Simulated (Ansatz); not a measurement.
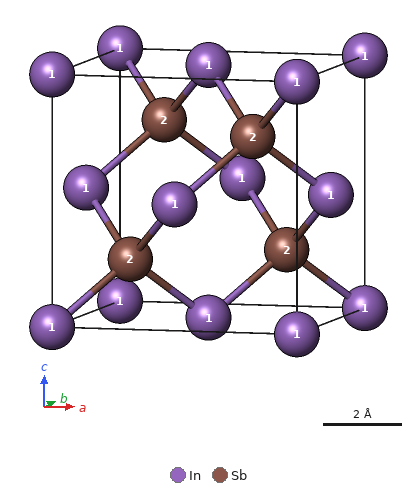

Fig. 1: The input geometry (ball-and-stick view of the cell 4 times as large as that of the calculation, set on its symmetry axes, seen slightly off an axis; atoms are numbered from 1 in the order of the input). Near neighbours in the crystal (not all of them lie inside the picture): In has 4 Sb at 2.82 Å; Sb has 4 In at 2.82 Å.

## Geometry relaxation, with input and output: InSb

The run: geometry relaxation of InSb (F-43m, 2 atoms in the cell). Method and program: DFT PBEsol, scalar-relativistic, plane waves, PAW, no spin polarisation (Ansatz 0.2.0).

The structure derives from an entry of the Crystallography Open Database. It belongs to a series of runs on one base structure; here: cell and atoms relaxed tightly for response. Figures and captions count atoms from 1; the log counts them from 0 in places.

## Input
```yaml
crystal:
  lattice:
    - [0.0, 3.2599290682, 3.2599290682]
    - [3.2599290682, 0.0, 3.2599290682]
    - [3.2599290682, 3.2599290682, 0.0]
  atoms:
    - { symbol: In, position: [0.0, 0.0, 0.0] }
    - { symbol: Sb, position: [0.75, 0.75, 0.75] }
basis:
  ecutwfc: 420
kpoints:
  mp_grid: { grid: [12, 12, 12] }
hamiltonian:
  xc: pbesol
scf:
  occupations: { method: fermi_dirac, width: 0.15 }
output:
  forces: true
  stress: true
  eigenvalues: true
relax:
  adjacent_minimum: "off"
  f_tol: 0.001
  max_steps: 60
  cell: { stress_tol: 0.01 }
```

Run on 1 thread of Arm Neoverse V2, 128 GiB of memory available, shared host.

Launch command:
```bash
ansatz run input.yaml --threads 1 --pin off --max-ram 3072MiB --backend cpu --events-out ev --progress --plain --runs-dir out
```

## Output
```
Engine: ansatz 0.2.0, aarch64-unknown-linux-gnu
Pseudopotentials: kind: paw
Pseudopotential: In, paw, valence charge 13, recommended cutoff 420 eV (normal), In.paw.azcp
Pseudopotential: Sb, paw, valence charge 15, recommended cutoff 420 eV (normal), Sb.paw.azcp
Functional definition: PBEsol
  exchange = pbesol_x
  correlation = pbesol_c
Crystal: 2 atoms, lattice volume = 69.287 Å³
Basis set: ecut = 420 eV, 1363 PW (Γ), exchange–correlation on 64×64×64 points (8 copies of the dense FFT grid, shifted against one another)
Bands: 18, of which v1, the nominal top of the filled ones, is band 14 counted from 1 (13 counted from 0)
Symmetry: 24 space group operations
Space group: F-43m (ITA 216), of the structure as read, at distance tolerance 4.1e-5 Å
k-points: 72 of 1728 (time reversal used)
Non-local potential: In, projectors of the file, l = 0: 2, l = 1: 2, l = 2: 2, l = 3: 2
Non-local potential: Sb, projectors of the file, l = 0: 2, l = 1: 2, l = 2: 2, l = 3: 2
PAW form: soft (Blöchl's): semilocal exchange-correlation on the pseudo side does not see the compensation charge
PAW frozen core: In, regenerated for the run's functional, and the local potential with it (the file was generated under x = pbe(κ = 0.804, μ = 0.2195149727645171), c = pbe(β = 0.06672455060314922))
PAW frozen core: Sb, regenerated for the run's functional, and the local potential with it (the file was generated under x = pbe(κ = 0.804, μ = 0.2195149727645171), c = pbe(β = 0.06672455060314922))
PAW one-centre angular grid: In, 590 points (default); XC on 64 Gauss nodes
PAW one-centre angular grid: Sb, 590 points (default); XC on 64 Gauss nodes
Initial density: superposition of atomic densities (neutral atoms: chi_scale 0, normalization atom), corrected by the library's trained network
Initial wavefunctions: pseudopotential atomic-orbital guess
Functional: x = pbesol(κ = 0.804, μ = 0.12345679012345678), c = pbesol(β = 0.046)
SCF iter   1: F=—  HF=-11933.657701 eV  |F-HF|=—  |Δ(HF+E_count)|=         —  Δρ=3.48e-3  dr2=1.35e-2  ethr=1.77e-3  ⟨swp⟩=5.6  Hψ=6548  notcnv=0
preconditioner: auto → none  [insulator: Δε(μ)=0.416 eV  Ē_g=13.865 eV  σ=0.150 eV  W_gap=0.60  n_scr=14 (ndim 8)  ℏωp=18.9 eV  f_vac=0.116  D(μ)=0.07/eV (n_scr^D=0)  ε∞_Penn≈2.9]
SCF iter   2: F=—  HF=-11933.651653 eV  |F-HF|=—  |Δ(HF+E_count)|=   6.05e-3  Δρ=1.32e-3  dr2=9.46e-4  ethr=4.83e-5  ⟨swp⟩=2.1  Hψ=2220  notcnv=0
SCF iter   3: F=—  HF=-11933.651828 eV  |F-HF|=—  |Δ(HF+E_count)|=   1.75e-4  Δρ=4.51e-4  dr2=1.40e-4  ethr=3.38e-6  ⟨swp⟩=2.0  Hψ=1947  notcnv=0
SCF iter   4: F=—  HF=-11933.651864 eV  |F-HF|=—  |Δ(HF+E_count)|=   3.55e-5  Δρ=1.82e-4  dr2=1.69e-5  ethr=5.00e-7  ⟨swp⟩=2.0  Hψ=1948  notcnv=0
SCF iter   5: F=—  HF=-11933.651888 eV  |F-HF|=—  |Δ(HF+E_count)|=   2.45e-5  Δρ=3.20e-5  dr2=4.92e-7  ethr=6.05e-8  ⟨swp⟩=2.9  Hψ=2013  notcnv=0
SCF iter   6: F=-11933.651888 eV  HF=-11933.651888 eV  |F-HF|=1.98e-8  |Δ(HF+E_count)|=   7.23e-8  Δρ=8.13e-6  dr2=3.36e-8  ethr=3.57e-10  ⟨swp⟩=7.0  Hψ=6536  notcnv=0
SCF 1 converged in 6 iterations: F = -11933.651888 eV  dr2 = 3.36e-8
  greatest PAW one-centre occupation: 0.996 electrons in one spin orbital (limit 2), on the Sb atom at site 1 (counted from 0), in its partial waves of l = 2
relax step   1: F+E_penalty+E_count = -11933.65188809 eV  Δ(F+E_penalty+E_count) = +0.000e0 eV  max|allowed force component| = 1.665e-16 eV/Å  Δτ_max = 0.0000 Å  P = +0.009 GPa  Ω = 69.287 Å³  (6 SCF iters, dr2 threshold 1.00e-7 eV, accepted)
Initial density: handed on by an earlier stage of this run
Initial wavefunctions: pseudopotential atomic-orbital guess (no wavefunctions were taken with the density)
iter 1 solved again at ethr=5.19e-7 eV; its pass at ethr=3.10e-3 eV (dr2=1.45e-4 eV) is discarded
SCF iter   1: F=—  HF=-11933.651886 eV  |F-HF|=—  |Δ(HF+E_count)|=         —  Δρ=8.71e-6  dr2=3.54e-8  ethr=5.19e-7  ⟨swp⟩=3.0  Hψ=9891  notcnv=0
eigensolver tolerance schedule: the retry pair's looser diagonalisation over-reported the residual by 4105.77 of it (diagonalisation noise at 2.20 of the residual, at the tolerance the schedule requests for it); recorded, not acted on — ethr = c·dr2/N_el stays at c = 1.0e-1
preconditioner: auto → none  [insulator: Δε(μ)=0.444 eV  Ē_g=13.883 eV  σ=0.150 eV  W_gap=0.63  n_scr=14 (ndim 8)  ℏωp=18.9 eV  f_vac=0.100  D(μ)=0.07/eV (n_scr^D=0)  ε∞_Penn≈2.9]
SCF iter   2: F=—  HF=-11933.651888 eV  |F-HF|=—  |Δ(HF+E_count)|=   2.43e-6  Δρ=3.50e-6  dr2=9.20e-9  ethr=1.26e-10  ⟨swp⟩=2.9  Hψ=2584  notcnv=0
SCF iter   3: F=—  HF=-11933.651888 eV  |F-HF|=—  |Δ(HF+E_count)|=   1.07e-8  Δρ=1.64e-6  dr2=1.88e-9  ethr=3.29e-11  ⟨swp⟩=2.9  Hψ=2373  notcnv=0
SCF iter   4: F=—  HF=-11933.651888 eV  |F-HF|=—  |Δ(HF+E_count)|=   3.90e-9  Δρ=4.47e-7  dr2=1.62e-10  ethr=6.70e-12  ⟨swp⟩=3.0  Hψ=2076  notcnv=0
SCF iter   5: F=—  HF=-11933.651888 eV  |F-HF|=—  |Δ(HF+E_count)|=  4.69e-10  Δρ=8.53e-8  dr2=4.49e-12  ethr=5.78e-13 (applied; sched 1.00e-12)  ⟨swp⟩=2.0  Hψ=1633  notcnv=0
SCF iter   6: F=-11933.651888 eV  HF=-11933.651888 eV  |F-HF|=3.64e-12  |Δ(HF+E_count)|=  7.28e-12  Δρ=1.44e-8  dr2=2.23e-13  ethr=1.00e-12  ⟨swp⟩=6.0  Hψ=5207  notcnv=0
SCF 2 converged in 6 iterations: F = -11933.651888 eV  dr2 = 2.23e-13
relax step   2: F+E_penalty+E_count = -11933.65188811 eV  Δ(F+E_penalty+E_count) = -1.653e-8 eV  max|allowed force component| = 2.128e-16 eV/Å  Δτ_max = 0.0000 Å  P = +0.009 GPa  Ω = 69.287 Å³  stress off target by 9.42e-3 GPa  SCF on the basis re-selected at this cell (its energy is not comparable with the rows above)  (6 SCF iters)
```

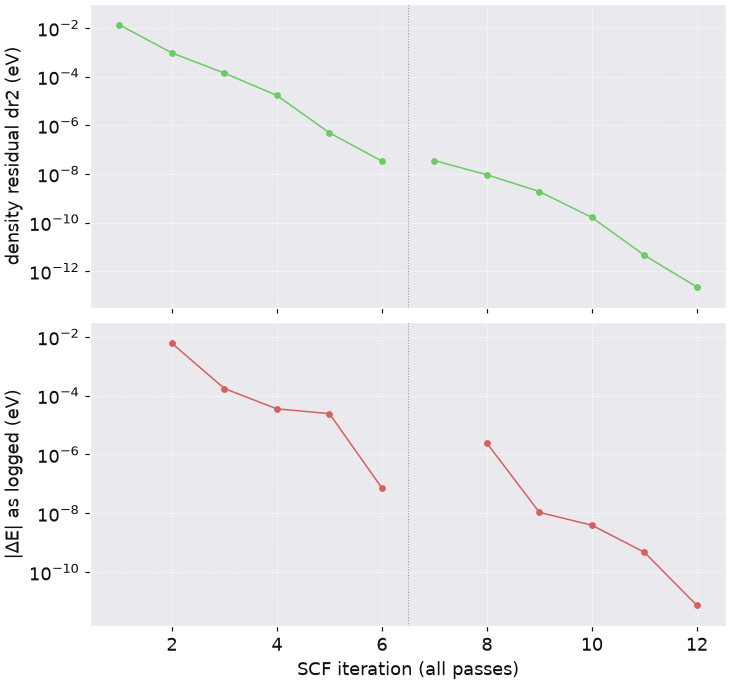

Fig. 2: Convergence of the self-consistent field: density residual dr2 and size of the energy change against the SCF iteration. The dotted lines part the SCF passes of the relaxation: geometry steps, rejected trials and re-solves on a re-selected basis. The passes take 6 and 6 iterations.

```
basis re-selected at this cell: Δ(F+E_penalty+E_count) = -1.653e-8 eV, ΔP = +0.000 GPa vs the last step (what re-selecting the basis moved, of the pressure what is left beyond the Pulay correction that the steps carried, after the strain that the cell walked since its last selection, with what the two solves' SCF thresholds leave and, on support functions, any second-order correction that the steps lacked; it is no measure of the basis error at this ecutwfc). This SCF's stress stands 9.42e-3 GPa from its target on what of the cell is left free (relax.cell.stress_tol is 1.00e-2 GPa) and its largest allowed force component is 2.13e-16 eV/Å (relax.f_tol is 1.00e-3 eV/Å): within both
SCF converged after 6 iterations
Free energy (F): -11933.651888 eV
Harris-Foulkes:  -11933.651888 eV  (|F-HF|=3.64e-12)
Internal energy: -11933.644846 eV  (E = F + TS)
E sigma→0 (E₀):  -11933.648367 eV
Entropy (-TS):   -0.007042 eV (-3.521 meV/atom)
Fermi energy:    7.238891 eV
--- Per-component energies (eV) ---
  E_band       = -269.374489
  E_kinetic    = 450.967570
  E_local      = -3226.904367  (includes V_loc(G=0)·N_el)
  E_nonlocal   = 732.970791
  E_hartree    = 1384.266840
  E_xc         = -350.600420
  E_vxc        = -196.082139  (∫ρ·V_xc dr)
  E_paw        = -8584.709165  (= ΣΔE_a)
  E_vpaw       = -798.860030  (= ΣTr[D̂ρ^β])
  E_aug_tail   = 0.000024  (compensation charges beyond the density's cutoff)
  E_ewald      = -2340.203877
  E_core_change = 0.567760  (= ΣΔE_core)
  E_smearing   = -0.007042  (= −TS)
  E_closure    = 0.000000  (closes the sum)
  Σ components = -11933.651888   (vs F -11933.651888, Δ=0.00e0)
--- Forces (eV/Å), atoms counted from 1 ---
  atom   1  In    -0.00000000     0.00000000     0.00000000
  atom   2  Sb     0.00000000    -0.00000000    -0.00000000
  max |Σ_I F_I| component: 9.25e-17 eV/Å
--- Stress (GPa, compression-positive) ---
        0.009417       0.000000      -0.000000
       -0.000000       0.009417       0.000000
       -0.000000       0.000000       0.009417
  P = ⅓ Tr σ = 0.0094 GPa (0.094 kbar)
--- Band table (eV; the first three rows and the last of 72) ---
  k-point 0: bands = ["-21.4981", "-21.4981", "-21.4981", "-21.4820", "-21.4820", "-7.5015", "-7.5015", "-7.5015", "-7.4200", "-7.4200", "-3.6364", "6.6216", "6.9969", "6.9969", "6.9969", "9.9454", "9.9454", "9.9454"]
  k-point 1: bands = ["-21.4980", "-21.4980", "-21.4980", "-21.4820", "-21.4820", "-7.5047", "-7.5001", "-7.5001", "-7.4201", "-7.4201", "-3.5745", "5.6780", "6.8997", "6.8997", "7.6395", "10.0570", "10.0817", "10.0817"]
  k-point 2: bands = ["-21.4980", "-21.4978", "-21.4978", "-21.4819", "-21.4819", "-7.5133", "-7.4962", "-7.4962", "-7.4204", "-7.4204", "-3.3937", "4.5049", "6.6713", "6.6713", "7.8807", "10.3904", "10.3904", "10.6297"]
  k-point 71: bands = ["-21.4978", "-21.4977", "-21.4960", "-21.4819", "-21.4809", "-7.5680", "-7.4721", "-7.4617", "-7.4289", "-7.4191", "-1.6956", "1.2531", "4.1937", "4.3241", "10.4150", "10.9207", "11.1456", "11.8795"]
--- Relaxed structure (1 steps of the walk, 1 accepted, 1 SCFs on fresh bases) ---
  F+E_penalty+E_count = -11933.65188811 eV   max|allowed force component| = 2.128e-16 eV/Å   (the final SCF, on the basis selected at the relaxed cell)
  cell:  # Å, volume = 69.2874 Å³
    - [0.0, 3.2599290682, 3.2599290682]
    - [3.2599290682, 0.0, 3.2599290682]
    - [3.2599290682, 3.2599290682, 0.0]
  atoms:
    - { symbol: In, position: [0.0, 0.0, 0.0] }
    - { symbol: Sb, position: [0.75, 0.75, 0.75] }
```

## Trajectory as extended XYZ (Å, eV, eV/Å), 2 frames, from step=1 to step=2
```
2
Lattice="0.0000 3.2599 3.2599 3.2599 0.0000 3.2599 3.2599 3.2599 0.0000" Properties=species:S:1:pos:R:3:forces:R:3 step=1 energy=-11933.65189 pressure_GPa=0.01
In    0.0000    0.0000    0.0000    0.0000   0.0000   0.0000
Sb    4.8899    4.8899    4.8899    0.0000   0.0000   0.0000
2
Lattice="0.0000 3.2599 3.2599 3.2599 0.0000 3.2599 3.2599 3.2599 0.0000" Properties=species:S:1:pos:R:3:forces:R:3 step=2 energy=-11933.65189 pressure_GPa=0.01
In    0.0000    0.0000    0.0000    0.0000   0.0000   0.0000
Sb    4.8899    4.8899    4.8899    0.0000   0.0000   0.0000
```

## Summary

| quantity | value |
| --- | --- |
| outcome | converged |
| space group (tolerance 0.01 Å) | F-43m (216) |
| electrons treated | 28 |
| free energy | −11933.6519 eV |
| Fermi energy | 7.239 eV |
| gap on the k-point mesh | none (metallic) |
| pressure | 0.01 GPa |
| final volume | 69.29 Å³ |
| largest force (length of the vector) at the end | under 0.001 eV/Å |
| final cell | a = 4.610 Å, b = 4.610 Å, c = 4.610 Å, α = 60.00°, β = 60.00°, γ = 60.00° |
| wall time | 23 s |
| peak memory | 0.41 GiB |

## Notes

Results for this metal are sensitive to the k-point mesh.
